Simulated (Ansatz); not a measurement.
# What a change does: band-structure calculation on SnO

System: SnO (2 atoms in the cell).
Method of run A: DFT, PBE, plane waves, PAW, no spin polarisation (Ansatz 0.2.0).

The structure was built on a prototype by a generator. The geometry comes from this level: r2SCAN (a point of a series of strains). Text and figures count atoms from 1; the logs count them from 0 in places.

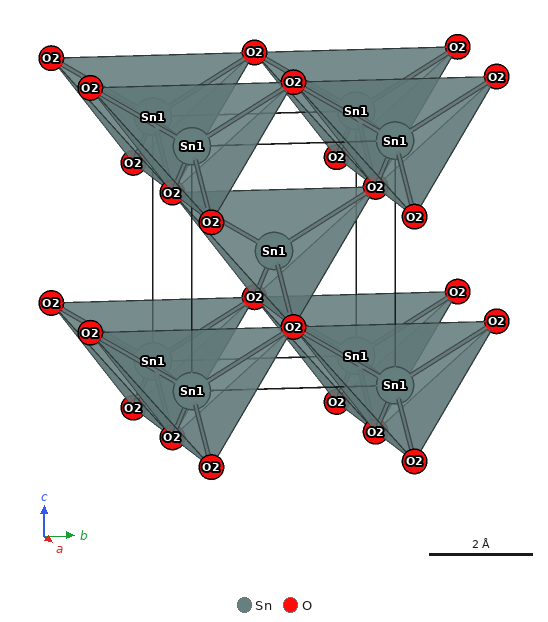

Figure 1. The structure (polyhedral view of the cell 2 times as large as that of the calculation, set on its symmetry axes, seen slightly off an axis; polyhedra are completed across the faces of the cell; atoms are numbered from 1 in the order of the input).

### Input, run A
```yaml
crystal:
  lattice:
    - [0.0, 2.8436254674, 2.4052638061]
    - [2.8436254674, 0.0, 2.4052638061]
    - [2.8436254674, 2.8436254674, 0.0]
  atoms:
    - { symbol: Sn, position: [0.0, 0.0, 0.0] }
    - { symbol: O, position: [0.25, 0.25, 0.25] }
kpoints:
  mp_grid: { grid: [8, 8, 8] }
  band_path:
    path:
      - [0.0, 0.0, 0.0]
      - [-0.5, -0.5, 0.0]
      - [-0.375, -0.375, 0.25]
      - [-0.375, 0.0, 0.375]
      - [0.0, 0.0, 0.5]
      - [-0.5, -0.25, 0.25]
      - [-0.5, -0.4, 0.1]
      - [0.239583, -0.260417, -0.5]
    npoints: 1
hamiltonian:
  xc: pbe
scf:
  occupations: { method: fermi_dirac, width: 0.02 }
  n_extra_bands: 4
output:
  forces: true
  stress: true
  eigenvalues: true
```

Launched with:
```bash
ansatz run input.yaml --threads 2 --pin off --max-ram 2211MiB --backend cpu --events-out ev --progress --plain --runs-dir out
```

Hardware: 2 threads of an x86-64 CPU, shared host.

### Output, shortened to warnings, some set-up lines, iterations and results (run A)
```
Basis set: ecut = 420 eV, 741 PW (Γ), exchange–correlation on 50×50×54 points (8 copies of the dense FFT grid, shifted against one another)
Symmetry: 8 space group operations
k-points: 59 of 512 (time reversal used)
Initial density: superposition of atomic densities (neutral atoms: chi_scale 0, normalization atom), corrected by the library's trained network
[...]
SCF iter   1: F=—  HF=-6590.766904 eV  |F-HF|=—  |Δ(HF+E_count)|=         —  Δρ=7.46e-3  dr2=2.51e-2  ethr=1.77e-3  ⟨swp⟩=5.8  Hψ=4579  notcnv=0
SCF iter   2: F=—  HF=-6590.770448 eV  |F-HF|=—  |Δ(HF+E_count)|=   3.54e-3  Δρ=1.16e-2  dr2=4.97e-2  ethr=1.26e-4  ⟨swp⟩=2.3  Hψ=1849  notcnv=0
SCF iter   3: F=—  HF=-6590.761353 eV  |F-HF|=—  |Δ(HF+E_count)|=   9.09e-3  Δρ=7.80e-4  dr2=1.53e-4  ethr=1.26e-4  ⟨swp⟩=2.0  Hψ=1269  notcnv=0
SCF iter   4: F=—  HF=-6590.761519 eV  |F-HF|=—  |Δ(HF+E_count)|=   1.66e-4  Δρ=2.49e-4  dr2=2.26e-5  ethr=7.66e-7  ⟨swp⟩=2.0  Hψ=1649  notcnv=0
SCF iter   5: F=—  HF=-6590.761503 eV  |F-HF|=—  |Δ(HF+E_count)|=   1.58e-5  Δρ=7.45e-5  dr2=1.96e-6  ethr=1.13e-7  ⟨swp⟩=2.1  Hψ=1260  notcnv=0
SCF iter   6: F=—  HF=-6590.761503 eV  |F-HF|=—  |Δ(HF+E_count)|=   1.85e-7  Δρ=2.53e-5  dr2=2.40e-7  ethr=9.78e-9  ⟨swp⟩=2.0  Hψ=1413  notcnv=0
SCF iter   7: F=-6590.761503 eV  HF=-6590.761503 eV  |F-HF|=1.41e-8  |Δ(HF+E_count)|=   8.17e-8  Δρ=5.92e-6  dr2=1.24e-8  ethr=5.00e-10  ⟨swp⟩=5.9  Hψ=3696  notcnv=0
SCF 1 converged in 7 iterations: F = -6590.761503 eV  dr2 = 1.24e-8
NSCF: frozen V_eff on 8 k-points
SCF converged after 7 iterations
Free energy (F): -6590.761503 eV
Harris-Foulkes:  -6590.761503 eV  (|F-HF|=1.41e-8)
Internal energy: -6590.761123 eV  (E = F + TS)
E sigma→0 (E₀):  -6590.761313 eV
Entropy (-TS):   -0.000381 eV (-0.190 meV/atom)
Fermi energy:    8.861347 eV
--- Per-component energies (eV) ---
  E_band       = -113.531726
  E_kinetic    = 359.197654
  E_local      = -1304.489577  (includes V_loc(G=0)·N_el)
  E_nonlocal   = 15.218795
  E_hartree    = 696.194554
  E_xc         = -456.879164
  E_vxc        = -190.441198  (∫ρ·V_xc dr)
  E_paw        = -4290.741992  (= ΣΔE_a)
  E_vpaw       = -385.412864  (= ΣTr[D̂ρ^β])
  E_aug_tail   = 0.002317  (compensation charges beyond the density's cutoff)
  E_ewald      = -1609.263710
  E_smearing   = -0.000381  (= −TS)
  E_closure    = 0.000000  (closes the sum)
  Σ components = -6590.761503   (vs F -6590.761503, Δ=0.00e0)
--- Forces (eV/Å), atoms counted from 1 ---
  atom   1  Sn    -0.00000000    -0.00000000     0.00000000
  atom   2  O      0.00000000     0.00000000    -0.00000000
  max |Σ_I F_I| component: 1.67e-16 eV/Å
--- Stress (GPa, compression-positive) ---
        2.716622       0.000000       0.000000
        0.000000       2.716622       0.000000
        0.000000       0.000000       2.449373
  P = ⅓ Tr σ = 2.6275 GPa (26.275 kbar)
```

The input of run B differs as follows (lines with − go, lines with + come):
```diff
-  xc: pbe
+  xc: r2scan
```

What does this change do to the results?

The total energies belong to different methods, so their difference says nothing on which is more stable or more accurate. The pressure goes from 2.63 to 0.07 GPa. The functional changes from PBE to r2SCAN. The SCF takes 8 iterations against 7. The default cutoff goes from 420 to 500 eV with the change. The plane waves at Γ go from 741 to 1001.

### Output, shortened to warnings, some set-up lines, iterations and results (run B)
```
Basis set: ecut = 500 eV, 1001 PW (Γ), exchange–correlation on 120×120×120 points (64 copies of the dense FFT grid, shifted against one another)
Symmetry: 8 space group operations
k-points: 59 of 512 (time reversal used)
Initial density: superposition of atomic densities (neutral atoms: chi_scale 0, normalization atom), corrected by the library's trained network
[...]
SCF iter   1: F=—  HF=-6606.039318 eV  |F-HF|=—  |Δ(HF+E_count)|=         —  Δρ=5.61e-3  dr2=5.69e-3  dr2_τ=2.71e-2  ethr=1.77e-3  ⟨swp⟩=6.0  Hψ=4713  notcnv=0
SCF iter   2: F=—  HF=-6606.066324 eV  |F-HF|=—  |Δ(HF+E_count)|=   2.70e-2  Δρ=2.58e-3  dr2=1.79e-3  dr2_τ=6.57e-5  ethr=2.84e-5  ⟨swp⟩=3.0  Hψ=2317  notcnv=0
SCF iter   3: F=—  HF=-6606.067540 eV  |F-HF|=—  |Δ(HF+E_count)|=   1.22e-3  Δρ=3.67e-3  dr2=5.16e-3  dr2_τ=4.42e-4  ethr=8.93e-6  ⟨swp⟩=3.0  Hψ=1642  notcnv=0  recentre
SCF iter   4: F=—  HF=-6606.066449 eV  |F-HF|=—  |Δ(HF+E_count)|=   1.09e-3  Δρ=3.32e-4  dr2=2.39e-5  dr2_τ=5.88e-6  ethr=8.93e-6  ⟨swp⟩=2.0  Hψ=1351  notcnv=0
SCF iter   5: F=—  HF=-6606.066469 eV  |F-HF|=—  |Δ(HF+E_count)|=   2.00e-5  Δρ=9.10e-5  dr2=4.05e-6  dr2_τ=1.82e-7  ethr=1.19e-7  ⟨swp⟩=2.1  Hψ=1096  notcnv=0
SCF iter   6: F=—  HF=-6606.066469 eV  |F-HF|=—  |Δ(HF+E_count)|=   8.32e-7  Δρ=6.10e-5  dr2=1.44e-6  dr2_τ=1.02e-7  ethr=2.03e-8  ⟨swp⟩=2.2  Hψ=1092  notcnv=0
SCF iter   7: F=—  HF=-6606.066469 eV  |F-HF|=—  |Δ(HF+E_count)|=   1.23e-7  Δρ=2.13e-5  dr2=1.80e-7  dr2_τ=3.82e-9  ethr=7.22e-9  ⟨swp⟩=1.3  Hψ=897  notcnv=0
SCF iter   8: F=-6606.066469 eV  HF=-6606.066469 eV  |F-HF|=9.96e-9  |Δ(HF+E_count)|=   1.96e-8  Δρ=5.57e-6  dr2=1.23e-8  dr2_τ=3.87e-10  ethr=5.00e-10  ⟨swp⟩=4.5  Hψ=2550  …
SCF 1 converged in 8 iterations: F = -6606.066469 eV  dr2 = 1.23e-8
NSCF: frozen V_eff on 8 k-points
SCF converged after 8 iterations
Free energy (F): -6606.066469 eV
Harris-Foulkes:  -6606.066469 eV  (|F-HF|=9.96e-9)
Internal energy: -6606.066012 eV  (E = F + TS)
E sigma→0 (E₀):  -6606.066241 eV
Entropy (-TS):   -0.000457 eV (-0.229 meV/atom)
Fermi energy:    8.856871 eV
--- Per-component energies (eV) ---
  E_band       = -127.319396
  E_kinetic    = 359.799679
  E_local      = -1305.677145  (includes V_loc(G=0)·N_el)
  E_nonlocal   = 14.075407
  E_hartree    = 697.879251
  E_xc         = -448.601771
  E_vxc        = -210.622598  (∫ρ·V_xc dr)
  E_paw        = -4314.982033  (= ΣΔE_a)
  E_vpaw       = -394.199329  (= ΣTr[D̂ρ^β])
  E_aug_tail   = 0.000931  (compensation charges beyond the density's cutoff)
  E_vtau       = 13.546373  (kinetic-family band-sum trace: ∫τ·v_τ [+ j·A + Jᵃ·Aᵃ] dr)
  E_ewald      = -1609.263710
  E_core_change = 0.703379  (= ΣΔE_core)
  E_smearing   = -0.000457  (= −TS)
  E_closure    = 0.000000  (closes the sum)
  Σ components = -6606.066469   (vs F -6606.066469, Δ=0.00e0)
--- Forces (eV/Å), atoms counted from 1 ---
  atom   1  Sn    -0.00000000    -0.00000000     0.00000000
  atom   2  O      0.00000000     0.00000000     0.00000000
  max |Σ_I F_I| component: 2.22e-16 eV/Å
--- Stress (GPa, compression-positive) ---
        0.091003       0.000000       0.000000
        0.000000       0.091003       0.000000
       -0.000000       0.000000       0.034212
  P = ⅓ Tr σ = 0.0721 GPa (0.721 kbar)
```

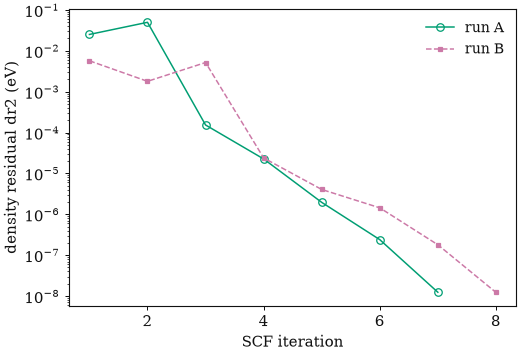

Figure 2. Convergence of the two runs: density residual dr2 against the SCF iteration. Run A takes 7 iterations in all, and run B takes 8.

### The two runs side by side

| quantity | run A | run B |
| --- | --- | --- |
| outcome | converged | converged |
| free energy per atom (eV) | −3295.3808 | −3303.0332 |
| gap on the mesh (eV) | 0.00 | 0.00 |
| pressure (GPa) | 2.63 | 0.07 |
| largest force (eV/Å) | 0.000 | 0.000 |
| SCF iterations | 7 | 8 |
| irreducible k-points | 59 | 59 |
| plane waves at Γ | 741 | 1001 |
| wall time (shared host) | 4.7 s | 9.8 s |
